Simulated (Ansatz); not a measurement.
# SnGe$_{2}$: what the fields show

```xyz
6
Lattice="4.2923 0.0000 0.0000 -2.1461 3.7172 0.0000 0.0000 0.0000 10.5335" Properties=species:S:1:pos:R:3 pbc="T T T"
Sn    0.0000    0.0000    9.0967
Sn    0.0000    0.0000    1.4368
Ge    0.0000    2.4782    8.1465
Ge    2.1462    1.2391    2.3870
Ge    0.0000    2.4782    5.6491
Ge    2.1462    1.2391    4.8844
```

Space group P-3m1; a generated structure, not necessarily the stable one.

These are results of DFT PBE, scalar-relativistic, plane waves, PAW in Ansatz, not measurements.

The density is the valence pseudo-density of a PAW calculation; it isn't the true density close to the nuclei.

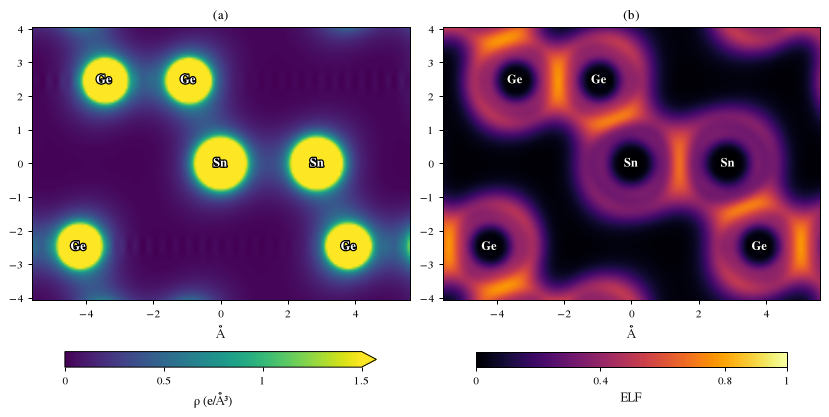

Figure 1. (a) valence pseudo-density; (b) ELF on the (110) plane of the conventional cell.

Interpret the plot.

The plane passes through Sn and Ge nuclei. Ge–Ge (2.50 Å): the density is about 0.48 e/Å³ at the midpoint; the ELF peaks at about 0.75 between the atoms. Sn–Ge (2.65 Å): ρ at the midpoint is about 0.41 e/Å³; the ELF peaks at about 0.70 between the atoms. Sn–Sn (2.87 Å): ρ at the midpoint is about 0.34 e/Å³; the ELF peaks at about 0.70 between the atoms. The density dies away to nearly zero in the voids.

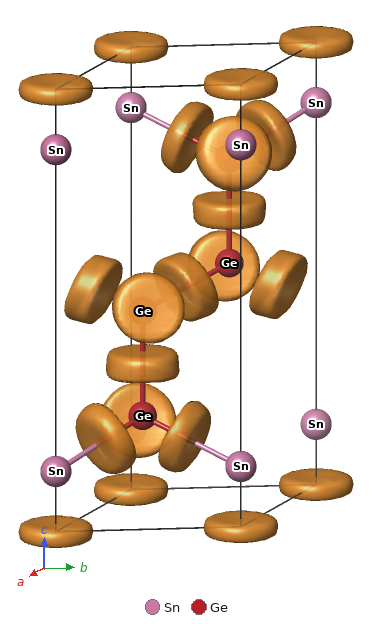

Figure 2. Isosurface of the electron localisation function at 0.55 (orange), seen slightly off an axis. Core shells and regions of very low density are left out. Sticks mark near contacts.

Where are the electrons localised?

At this value the surface marks out five regions between bonded Ge–Ge atoms, six regions between bonded Ge–Sn atoms and one region between bonded Sn–Sn atoms, counted in one cell of 6 atoms. Regions shared between cells count once.

Does the calculation give a band gap?

It is gapless in this calculation (a metal or semimetal).

How much charge does the calculation move between the atoms?

Electrons move from Sn towards Ge. Bader charges: Sn +0.24 and Ge −0.25 to +0.02 e.
